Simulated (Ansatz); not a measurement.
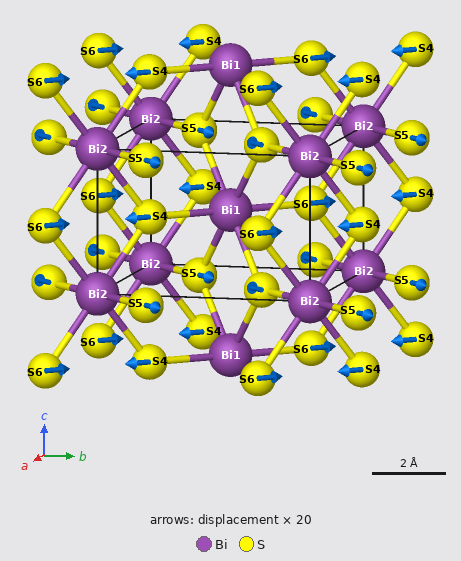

A relaxation of a crystal of BiS2 (built on the MgH2-136 type type). The starting structure is drawn; blue arrows show the displacements (the part carried along by the change of the cell is left out), 20 times their true length.

Style: ball-and-stick. Shown: the cell of the calculation, slightly off an axis.

All numbers below come from Ansatz 0.2.0, DFT, PBEsol, plane waves, PAW.

Input file:
```yaml
crystal:
  lattice:
    - [6.06491275, 0.0, 0.0]
    - [0.0, 6.06491275, 0.0]
    - [0.0, 0.0, 4.05421407]
  atoms:
    - { symbol: Bi, position: [0.5, 0.5, 0.5] }
    - { symbol: Bi, position: [0.0, 0.0, 0.0] }
    - { symbol: S, position: [0.695572, 0.695572, 0.0] }
    - { symbol: S, position: [0.804428, 0.195572, 0.5] }
    - { symbol: S, position: [0.304428, 0.304428, 0.0] }
    - { symbol: S, position: [0.195572, 0.804428, 0.5] }
kpoints:
  mp_grid: { grid: [4, 4, 6] }
hamiltonian:
  xc: pbesol
scf:
  occupations: { method: fermi_dirac, width: 0.03 }
relax:
  f_tol: 0.01
  cell: {}
  max_steps: 120
output:
  write_density: true
  write_potential: true
  elf: true
  volumetric_format: npy
```

Command:
```bash
ansatz run input.yaml --threads 2 --pin off --max-ram 2211MiB --backend cpu --events-out ev --progress --plain --runs-dir out
```

What did the optimiser do to the structure, and how much energy did it gain?

The largest moves relative to the cell, 0.040 Å, are those of S3, S4, S5 and S6. S5 goes along [1 1 0]. Bi stays in place. The volume changes by +8.4 %, with a = b 6.065 → 6.162 Å (+1.6 %), c 4.054 → 4.258 Å (+5.0 %). Some distances before and after: Bi1–S4 2.611 → 2.693 Å, Bi1–S3 2.631 → 2.702 Å. Bond angles that change, for instance: S3–Bi1–S3 100.8° → 104.0°, Bi1–S3–Bi1 100.8° → 104.0°, S3–Bi1–S5 79.2° → 76.0°. The space group stays P4_2/mnm (No. 136). After 3 accepted moves (4 points after the start) the energy has fallen by 42.1 meV per atom. Largest force component: 0.042 eV/Å at the start, 0.0016 eV/Å at the end. Pressure: 6.16 GPa at the start and −0.01 GPa at the end. The SCF was repeated once at an unchanged geometry on a basis and grid sized afresh for the cell, which shifted the energy by 0.3 meV per atom at most.
